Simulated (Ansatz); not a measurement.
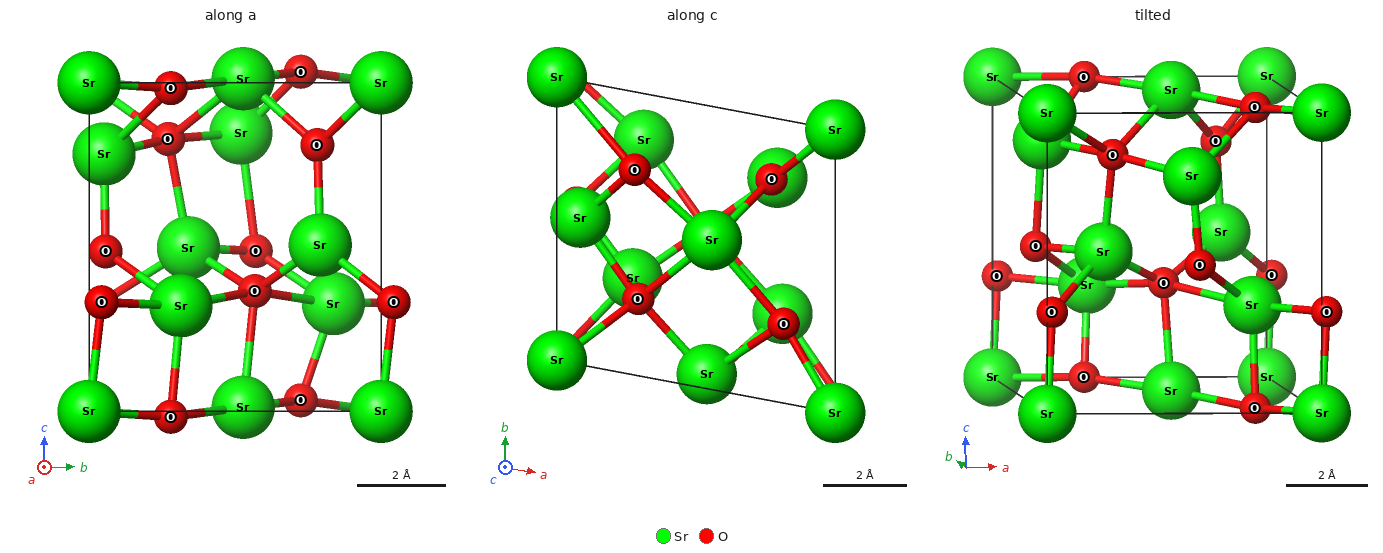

The figure gives a ball-and-stick picture of the atoms, viewed along the a axis, along the c axis and slightly off an axis. The parallelepiped is the unit cell. Cell: a = 6.829 Å, b = 6.829 Å, c = 7.551 Å, α = 90.00°, β = 90.00°, γ = 100.66°.

What can be read from this drawing?

- The material is SrO.
- Apart from translations it has no symmetry (space group P1).
- In the cell are 8 Sr, 8 O, which makes 8 formula units.

The structure comes from a structure listed in the Materials Project. The cell was then strained or its atoms displaced on purpose. The atoms were relaxed in a fixed cell with DFT PBE, scalar-relativistic, plane waves, PAW in Ansatz.

At this level of theory the cell isn't at rest (forces up to 1.6 eV/Å), so its distances can differ from those at equilibrium, the more so the softer the solid.
